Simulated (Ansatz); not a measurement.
# Single-point calculation, with input and output: C28H

- system: C28H (defect cell, 29 atoms in the cell)
- method: DFT, PBE, plane waves, norm-conserving potentials, no spin polarisation (Ansatz 0.2.0)

The structure derives from a Materials Project entry.

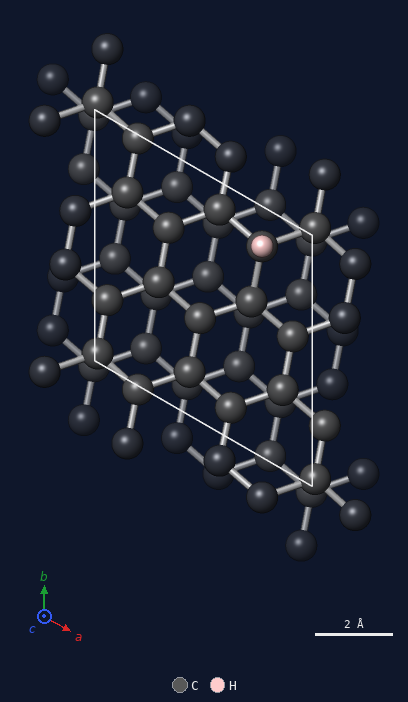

The input geometry (ball-and-stick view of the cell of the calculation, along the c axis; neighbours outside the cell are drawn fainter). An atom can appear more than once, as a periodic image. Near neighbours in the periodic cell (some may lie outside the picture): C has 3 C at 1.41 to 1.49 Å; C has 3 C at 1.49 Å and 1 H at 1.13 Å; H has 1 C at 1.13 Å.

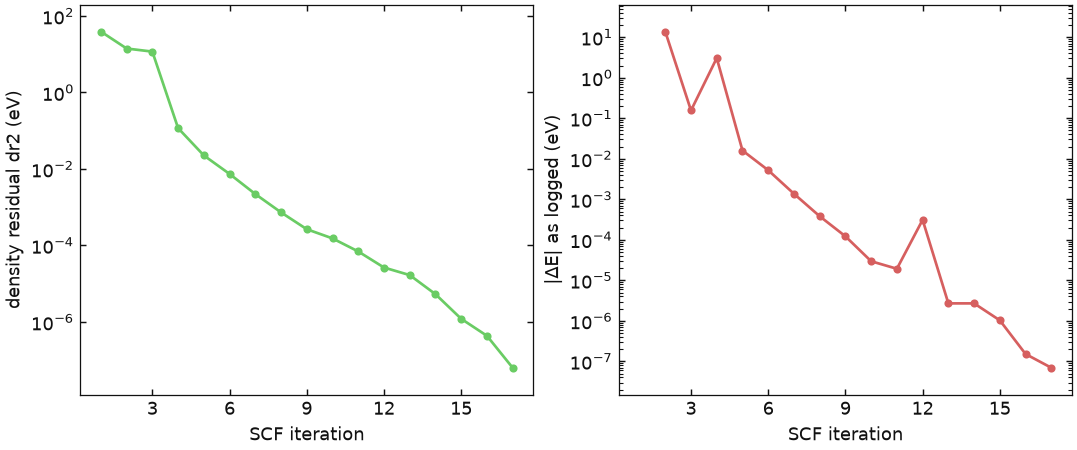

Convergence of the self-consistent field: density residual dr2 and size of the energy change against the SCF iteration. The residual falls at every step.

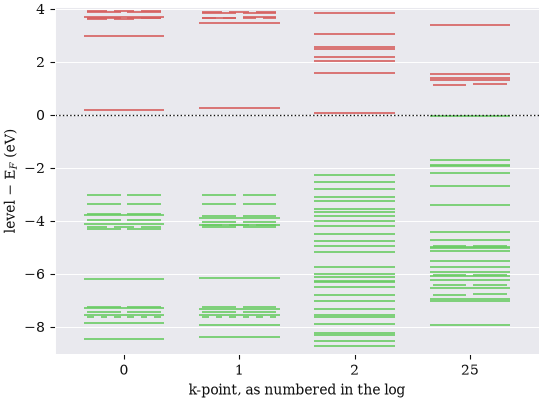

Kohn–Sham levels near the Fermi level (dotted) at the few k-points that the log prints; levels within 0.02 eV of each other stand side by side. The system is metallic on the full mesh.

The input that produced these results follows, with the program's output.

## The input
```yaml
crystal:
  lattice:
    - [1.2332663983, -6.4082401833, 0.0]
    - [4.9330655932, 4.2721601222, 0.0]
    - [0.0, 0.0, 8.4654490661]
  atoms:
    - { symbol: C, position: [0.8547947763, 0.2625569742, 0.2566350315] }
    - { symbol: C, position: [0.4262289501, 0.1196599458, 0.2566141228] }
    - { symbol: C, position: [-0.0023104012, -0.0231889467, 0.2568036036] }
    - { symbol: C, position: [0.7119127168, 0.5482088479, 0.2566370377] }
    - { symbol: C, position: [0.2833481188, 0.4053610752, 0.2565664319] }
    - { symbol: C, position: [0.5690242853, 0.833927247, 0.256795376] }
    - { symbol: C, position: [0.1405137616, 0.6910692978, 0.2565302443] }
    - { symbol: C, position: [0.8647557968, 0.3161612239, 0.7450637508] }
    - { symbol: C, position: [0.4364027545, 0.1740967017, 0.7378796944] }
    - { symbol: C, position: [0.0136314362, 0.0360181923, 0.7503069094] }
    - { symbol: C, position: [0.721147591, 0.5969119821, 0.7503723464] }
    - { symbol: C, position: [0.2943576005, 0.4603859207, 0.7450792354] }
    - { symbol: C, position: [0.5745180172, 0.8893966542, 0.7504548736] }
    - { symbol: C, position: [0.1501280832, 0.7456954681, 0.7450902699] }
    - { symbol: C, position: [0.6643084226, 0.3101186139, 0.2565923554] }
    - { symbol: C, position: [0.2357869701, 0.1673050457, 0.2566137029] }
    - { symbol: C, position: [0.8071672207, 0.0244539053, 0.2568514651] }
    - { symbol: C, position: [0.5214269923, 0.5958177695, 0.2566759385] }
    - { symbol: C, position: [0.0928922498, 0.4529904385, 0.256504058] }
    - { symbol: C, position: [0.3785631071, 0.8815527795, 0.2566243515] }
    - { symbol: C, position: [0.9500266752, 0.7386731283, 0.2566369626] }
    - { symbol: C, position: [0.9108677217, 0.5523709418, 0.7456732881] }
    - { symbol: C, position: [0.4848684223, 0.4120899181, 0.7428518063] }
    - { symbol: C, position: [0.0581754243, 0.2702757176, 0.7455949146] }
    - { symbol: C, position: [0.7697929201, 0.8407805562, 0.7869016118] }
    - { symbol: C, position: [0.3402675165, 0.699669293, 0.7456755233] }
    - { symbol: C, position: [0.6259661636, 0.1256536932, 0.7429334368] }
    - { symbol: C, position: [0.1984088896, 0.9845026584, 0.7428867233] }
    - { symbol: H, position: [0.7700630574, 0.8409561114, -0.0797817025] }
basis:
  xc_grid: 2
kpoints:
  mp_grid: { grid: [4, 4, 3], shift: [0.0, 0.0, 0.0] }
hamiltonian:
  xc: pbe
  pseudopotentials: { kind: nc, accuracy: standard }
scf:
  occupations: { method: gaussian, width: 0.1 }
  lower_state_search: standard
output:
  forces: true
  eigenvalues: true
```

Run as:
```bash
ansatz run input.yaml --threads 4 --pin off --max-ram 10240MiB --backend cpu --events-out ev --progress --plain --runs-dir out
```

## The program's output
```
Engine: ansatz 0.2.0, x86_64-unknown-linux-gnu
Pseudopotentials: kind: nc
Pseudopotential: C, nc, valence charge 4, recommended cutoff 1115.666836 eV (normal), C.nc.azcp (PseudoDojo's, or run here from an input of PseudoDojo's; its table is named by hamiltonian.pseudopotentials.accuracy)
Pseudopotential: H, nc, valence charge 1, recommended cutoff 979.609905 eV (normal), H.nc.azcp (PseudoDojo's, or run here from an input of PseudoDojo's; its table is named by hamiltonian.pseudopotentials.accuracy)
Functional definition: PBE
  parameter kappa = 0.804
  parameter beta = 0.06672455060314922
  exchange = pbe_x(kappa = kappa, mu = beta*pi^2/3)
  correlation = pbe_c(beta = beta)
Crystal: 29 atoms, lattice volume = 312.214 Å³
Basis set: ecut = 1115.666836 eV, 26429 PW (Γ), exchange–correlation on 144×144×192 points (8 copies of the dense FFT grid, shifted against one another)
Bands: 86, of which v1, the nominal top of the filled ones, is band 57 counted from 1 (56 counted from 0)
Symmetry: 1 space group operations
Space group: P1 (ITA 1), of the structure as read, at distance tolerance 6.8e-5 Å
k-points: 26 of 48 (time reversal used)
Non-local potential: C, projectors of the file, l = 0: 2, l = 1: 2
Non-local potential: H, projectors of the file, l = 0: 2, l = 1: 1
Initial density: superposition of atomic densities (chi_scale 0.1, normalization cell), built separately for each of the 2 bonded fragments (scf.initial_density.interfragment_charge_transfer: auto; true builds it for the cell as a whole; a typed value also counts as a typed key of the start: scf.initial_density.chi_scale says what that changes, if anything)
Initial wavefunctions: pseudopotential atomic-orbital guess
Functional: x = pbe(κ = 0.804, μ = 0.2195149727645171), c = pbe(β = 0.06672455060314922)
SCF iter   1: F=—  HF=-4621.114928 eV  |F-HF|=—  |Δ(HF+E_count)|=         —  Δρ=1.17e-1  dr2=3.91e1  ethr=3.10e-3  ⟨swp⟩=11.1  Hψ=15595  notcnv=0  defer=231
preconditioner: auto → LDOS  [insulator: Δε(μ)=0.159 eV  Ē_g=16.163 eV  σ=0.100 eV  W_gap=0.71  n_scr=60 (ndim 8)  ℏωp=22.3 eV  f_vac=0.113  D(μ)=4.86/eV (n_scr^D=22)  ε∞_Penn≈2.9  β→1.0]
SCF iter   2: F=—  HF=-4607.330188 eV  |F-HF|=—  |Δ(HF+E_count)|=    1.38e1  Δρ=5.37e-2  dr2=1.41e1  ethr=3.10e-3  ⟨swp⟩=4.5  Hψ=5738  notcnv=0  defer=577
SCF iter   3: F=—  HF=-4607.174369 eV  |F-HF|=—  |Δ(HF+E_count)|=   1.56e-1  Δρ=4.08e-2  dr2=1.17e1  ethr=3.10e-3  ⟨swp⟩=4.6  Hψ=4475  notcnv=0  defer=159
automatic band count: iteration 3 solves 70 bands in place of 86: the levels show a gap, and the empty bands left out lie too high to hold charge; the band table lists the bands solved (type scf.n_extra_bands for more)
SCF iter   4: F=—  HF=-4604.114305 eV  |F-HF|=—  |Δ(HF+E_count)|=    3.06e0  Δρ=6.56e-3  dr2=1.17e-1  ethr=3.10e-3  ⟨swp⟩=3.3  Hψ=3591  notcnv=0  defer=142
SCF iter   5: F=—  HF=-4604.098339 eV  |F-HF|=—  |Δ(HF+E_count)|=   1.60e-2  Δρ=2.42e-3  dr2=2.26e-2  ethr=1.04e-4  ⟨swp⟩=5.1  Hψ=6777  notcnv=0  defer=539
automatic band count: iteration 5 solves 86 bands in place of 70: the levels no longer show a gap clear of their residuals, so the SCF keeps every band
SCF iter   6: F=—  HF=-4604.093121 eV  |F-HF|=—  |Δ(HF+E_count)|=   5.22e-3  Δρ=1.45e-3  dr2=7.41e-3  ethr=2.00e-5  ⟨swp⟩=2.2  Hψ=3365  notcnv=0  defer=538
SCF iter   7: F=—  HF=-4604.091753 eV  |F-HF|=—  |Δ(HF+E_count)|=   1.37e-3  Δρ=6.69e-4  dr2=2.21e-3  ethr=6.56e-6  ⟨swp⟩=2.1  Hψ=3037  notcnv=0  defer=538
SCF iter   8: F=—  HF=-4604.091371 eV  |F-HF|=—  |Δ(HF+E_count)|=   3.82e-4  Δρ=4.28e-4  dr2=7.33e-4  ethr=1.96e-6  ⟨swp⟩=2.0  Hψ=2761  notcnv=0  defer=538
SCF iter   9: F=—  HF=-4604.091248 eV  |F-HF|=—  |Δ(HF+E_count)|=   1.22e-4  Δρ=2.57e-4  dr2=2.66e-4  ethr=6.49e-7  ⟨swp⟩=2.1  Hψ=2184  notcnv=0  defer=538
SCF iter  10: F=—  HF=-4604.091219 eV  |F-HF|=—  |Δ(HF+E_count)|=   2.96e-5  Δρ=1.81e-4  dr2=1.53e-4  ethr=2.35e-7  ⟨swp⟩=2.0  Hψ=2648  notcnv=0  defer=538
SCF iter  11: F=—  HF=-4604.091200 eV  |F-HF|=—  |Δ(HF+E_count)|=   1.93e-5  Δρ=1.12e-4  dr2=6.97e-5  ethr=1.35e-7  ⟨swp⟩=2.0  Hψ=2905  notcnv=0  defer=538
SCF iter  12: F=—  HF=-4604.091511 eV  |F-HF|=—  |Δ(HF+E_count)|=   3.11e-4  Δρ=6.98e-5  dr2=2.65e-5  ethr=6.17e-8  ⟨swp⟩=2.0  Hψ=2450  notcnv=0  defer=538
SCF iter  13: F=—  HF=-4604.091508 eV  |F-HF|=—  |Δ(HF+E_count)|=   2.70e-6  Δρ=5.69e-5  dr2=1.68e-5  ethr=2.34e-8  ⟨swp⟩=2.0  Hψ=2697  notcnv=0  defer=538
SCF iter  14: F=—  HF=-4604.091505 eV  |F-HF|=—  |Δ(HF+E_count)|=   2.70e-6  Δρ=3.55e-5  dr2=5.33e-6  ethr=1.49e-8  ⟨swp⟩=2.1  Hψ=2734  notcnv=0  defer=538
SCF iter  15: F=—  HF=-4604.091504 eV  |F-HF|=—  |Δ(HF+E_count)|=   1.03e-6  Δρ=1.86e-5  dr2=1.21e-6  ethr=4.72e-9  ⟨swp⟩=2.8  Hψ=2923  notcnv=0  defer=538
SCF iter  16: F=—  HF=-4604.091504 eV  |F-HF|=—  |Δ(HF+E_count)|=   1.52e-7  Δρ=1.11e-5  dr2=4.35e-7  ethr=1.07e-9  ⟨swp⟩=2.0  Hψ=2822  notcnv=0  defer=538
SCF iter  17: F=-4604.091504 eV  HF=-4604.091504 eV  |F-HF|=2.44e-8  |Δ(HF+E_count)|=   6.96e-8  Δρ=5.10e-6  dr2=6.35e-8  ethr=8.85e-11  ⟨swp⟩=27.0  Hψ=23753  notcnv=0
SCF 1 converged in 17 iterations: F = -4604.091504 eV  dr2 = 6.35e-8
SCF converged after 17 iterations
Free energy (F): -4604.091504 eV
Harris-Foulkes:  -4604.091504 eV  (|F-HF|=2.44e-8)
Internal energy: -4604.055251 eV  (E = F + TS)
E sigma→0 (E₀):  -4604.073377 eV
Entropy (-TS):   -0.036253 eV (-1.250 meV/atom)
Fermi energy:    5.012807 eV
--- Per-component energies (eV) ---
  E_band       = -491.260924
  E_kinetic    = 3217.337386
  E_local      = -5950.708500  (includes V_loc(G=0)·N_el)
  E_nonlocal   = -219.565976
  E_hartree    = 2131.843857
  E_xc         = -1644.777704
  E_vxc        = -1802.010544  (∫ρ·V_xc dr)
  E_ewald      = -2138.184315
  E_smearing   = -0.036253  (= −TS)
  E_closure    = -0.000000  (closes the sum)
  Σ components = -4604.091504   (vs F -4604.091504, Δ=0.00e0)
--- Forces (eV/Å), atoms counted from 1 ---
  atom   1  C      0.00692971     0.00269839     0.00281415
  atom   2  C      0.00000067     0.00141533    -0.00025588
  atom   3  C      0.00706074    -0.00374252    -0.00995357
  atom   4  C     -0.00762158    -0.00644170     0.00232071
  atom   5  C     -0.00643147     0.00303339     0.00168017
  atom   6  C      0.00057445     0.00653819    -0.00655254
  atom   7  C      0.00019444    -0.00300782     0.00189308
  atom   8  C      0.00439537    -0.01042165    -0.00224854
  atom   9  C     -0.00617458    -0.00618638    -0.00715580
  atom  10  C     -0.00245192     0.00057753     0.00646108
  atom  11  C     -0.00379344    -0.00002546     0.00598668
  atom  12  C      0.00439864     0.00122375    -0.00755437
  atom  13  C     -0.00432875    -0.00314226     0.00354858
  atom  14  C      0.00778218     0.00359547    -0.00254878
  atom  15  C     -0.00276274    -0.00122774    -0.00122865
  atom  16  C      0.00295823    -0.00203806     0.00201874
  atom  17  C      0.00713247     0.00102143    -0.00633883
  atom  18  C     -0.00730229     0.00151233    -0.00285953
  atom  19  C     -0.00004098     0.00135990     0.00601015
  atom  20  C      0.00128227     0.00885558     0.00062343
  atom  21  C      0.00059134    -0.00837494     0.00109335
  atom  22  C     -0.01187021     0.00041389    -0.00738982
  atom  23  C     -0.00535315     0.00683012     0.00215771
  atom  24  C      0.00033191     0.00258333    -0.00156326
  atom  25  C     -0.00063356     0.00189479     0.02923879
  atom  26  C     -0.00278396     0.00158299    -0.00085161
  atom  27  C      0.01168952     0.00956499    -0.00391633
  atom  28  C      0.00811748    -0.01305460    -0.00324917
  atom  29  H     -0.00189135     0.00298260    -0.00208294
  max |Σ_I F_I| component: 9.70e-5 eV/Å
--- Band table (eV; the first three rows and the last of 26) ---
  k-point 0: bands = ["-14.8455", "-14.6596", "-11.5628", "-11.5543", "-11.5534", "-11.5445", "-11.5444", "-11.5407", "-11.4736", "-11.4375", "-11.4370", "-11.3274", "-11.2637", "-11.2631", "-5.7642", "-5.4139", "-5.4138", "-5.4119", "-5.4118", "-5.4115", "-5.4093", "-5.2761", "-5.2754", "-5.2358", "-5.0295", "-5.0285", "-3.4384", "-2.8460", "-2.6407", "-2.6373", "-2.6370", "-2.6341", "-2.6328", "-2.6327", "-2.5628", "-2.4506", "-2.4504", "-2.2965", "-2.2643", "-2.2641", "-1.1818", "0.6788", "0.6810", "0.7660", "0.7669", "0.7685", "0.8793", "1.0513", "1.0525", "1.2110", "1.2481", "1.2500", "1.6323", "1.6326", "1.9939", "1.9945", "5.2004", "7.9677", "8.6324", "8.6370", "8.6506", "8.6550", "8.6592", "8.6881", "8.8743", "8.8849", "8.9088", "8.9165", "8.9265", "10.9128", "11.7139", "12.0056", "12.0061", "12.2256", "12.2258", "12.2805", "13.0756", "13.0757", "13.1323", "13.1340", "13.7978", "14.1645", "14.1724", "14.2689", "14.3096", "14.3149"]
  k-point 1: bands = ["-14.8437", "-14.6616", "-11.5590", "-11.5534", "-11.5523", "-11.5435", "-11.5434", "-11.5400", "-11.4775", "-11.4390", "-11.4385", "-11.3282", "-11.2643", "-11.2637", "-5.7626", "-5.4137", "-5.4136", "-5.4117", "-5.4117", "-5.4114", "-5.4094", "-5.2763", "-5.2757", "-5.2360", "-5.0296", "-5.0286", "-3.3715", "-2.9159", "-2.6407", "-2.6373", "-2.6370", "-2.6341", "-2.6328", "-2.6327", "-2.5639", "-2.4507", "-2.4504", "-2.3165", "-2.2642", "-2.2640", "-1.1635", "0.7669", "0.7683", "0.8326", "0.8350", "0.8388", "0.8563", "0.9570", "0.9580", "1.1283", "1.1720", "1.1727", "1.6323", "1.6326", "1.9905", "1.9912", "5.2488", "8.4750", "8.6556", "8.6580", "8.6718", "8.6738", "8.6765", "8.6838", "8.8517", "8.8559", "8.8828", "8.8954", "8.8980", "9.9221", "11.8502", "12.4455", "12.4549", "12.7124", "12.7151", "12.7730", "13.0757", "13.0761", "13.1514", "13.1594", "13.4035", "13.8094", "13.8297", "13.9387", "13.9420", "13.9829"]
  k-point 2: bands = ["-14.6350", "-14.4495", "-12.9699", "-12.7879", "-12.1535", "-12.1519", "-12.0156", "-11.9243", "-10.5711", "-10.5673", "-10.4356", "-10.3510", "-9.8229", "-9.6527", "-7.3393", "-7.2794", "-7.2174", "-7.0571", "-5.8651", "-5.7600", "-5.1095", "-4.9813", "-4.2894", "-4.2090", "-4.1646", "-4.0535", "-3.7063", "-3.5271", "-3.2882", "-3.2455", "-2.8895", "-2.6371", "-2.5533", "-2.3381", "-2.0293", "-1.7866", "-1.5036", "-1.3170", "-1.2639", "-1.1178", "-0.9920", "-0.7202", "-0.1850", "0.0622", "0.2616", "0.4931", "0.8230", "1.0124", "1.1862", "1.3337", "1.4486", "1.7581", "1.9221", "2.2051", "2.4582", "2.7290", "5.0663", "6.5887", "7.0338", "7.2001", "7.4969", "7.5722", "8.0536", "8.8541", "9.4240", "9.6761", "9.7995", "10.2258", "10.8077", "11.1373", "11.2527", "11.3194", "11.4519", "12.5534", "12.5972", "12.7172", "12.8840", "13.0563", "13.1693", "13.1964", "13.3842", "13.4624", "13.8039", "13.8599", "13.9065", "14.0175"]
  k-point 25: bands = ["-14.0096", "-14.0000", "-13.8516", "-13.7945", "-12.3545", "-12.3538", "-12.2196", "-12.1264", "-9.6069", "-9.4659", "-9.2998", "-9.2953", "-9.1959", "-9.0916", "-8.5699", "-8.3563", "-7.5335", "-7.5296", "-7.4068", "-7.2874", "-4.7208", "-4.6178", "-4.6172", "-4.4026", "-4.3979", "-4.3534", "-4.1984", "-4.1008", "-2.9093", "-2.0204", "-1.9380", "-1.7784", "-1.7600", "-1.5307", "-1.4109", "-1.4059", "-1.2274", "-1.0713", "-1.0489", "-1.0439", "-0.9214", "-0.7483", "-0.5062", "-0.1395", "-0.0175", "0.0299", "0.0627", "0.0666", "0.2760", "0.5818", "1.6105", "2.3206", "2.8073", "3.0659", "3.0968", "3.2966", "4.9671", "6.1422", "6.1594", "6.3374", "6.3915", "6.5539", "8.3813", "9.5135", "9.6078", "9.8347", "9.8489", "10.0094", "10.7748", "11.0426", "11.4441", "11.6075", "12.1260", "12.1913", "12.4959", "12.8536", "12.9447", "13.0480", "13.0716", "13.1833", "13.2676", "13.4718", "13.4782", "13.4855", "13.5351", "13.5463"]
```

## Key numbers

- outcome: converged
- electrons treated: 113
- free energy: −4604.0915 eV
- Fermi energy: 5.013 eV
- gap on the k-point mesh: none (metallic)
- largest force (length of the vector): 0.029 eV/Å
- hardware: 4 threads of AMD EPYC (Zen 3), 189 GiB of memory available, shared host
- wall time: 4.5 min (CPU time 17 min)
- peak memory: 3.1 GiB

## Notes

Settings chosen away from the usual ones: hamiltonian.pseudopotentials set to {"kind": "nc", "accuracy": "standard"}; scf.lower_state_search set to standard; basis.ecutwfc removed.
